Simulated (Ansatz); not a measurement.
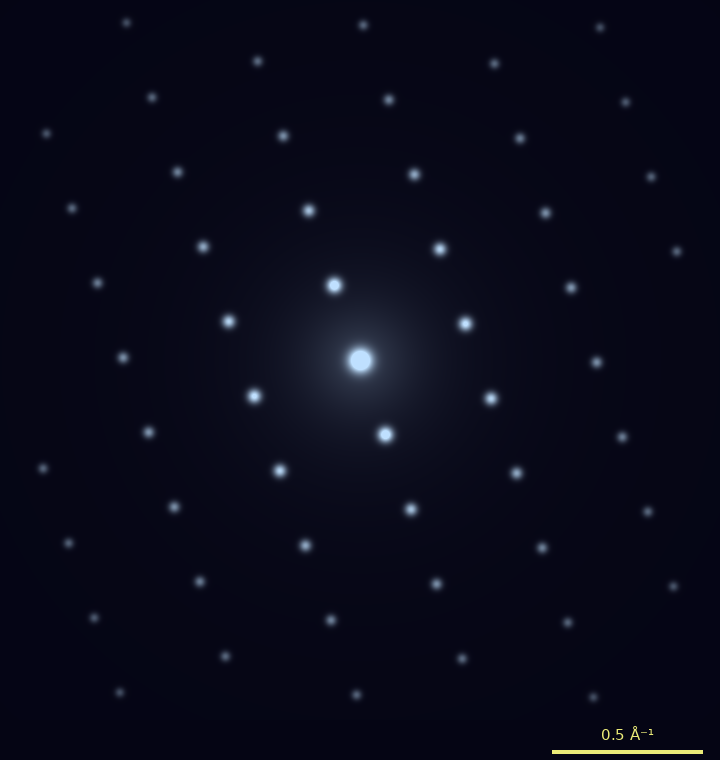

Computed electron diffraction pattern, 200 kV, single scattering only, B = 1 Å².

### What net do the spots form, and what spacings does it show?

The spots form a rectangular net whose two shortest vectors correspond to d = 3.79 Å and 2.68 Å, 90.0° apart.

### What is the point symmetry of the pattern, intensities included?

2mm.

### Which crystal and zone produced it?

This cannot be fixed from one zone alone; the pattern is [110] of Sr, space group Pm-3m (No. 221), a = 3.794 Å. The net vectors are 0 0 1 and 1 -1 0. Structure: coordinates from a relaxation with DFT r2SCAN, scalar-relativistic, plane waves, PAW (Ansatz); the starting structure was generated, so it need not be a known form of this composition.
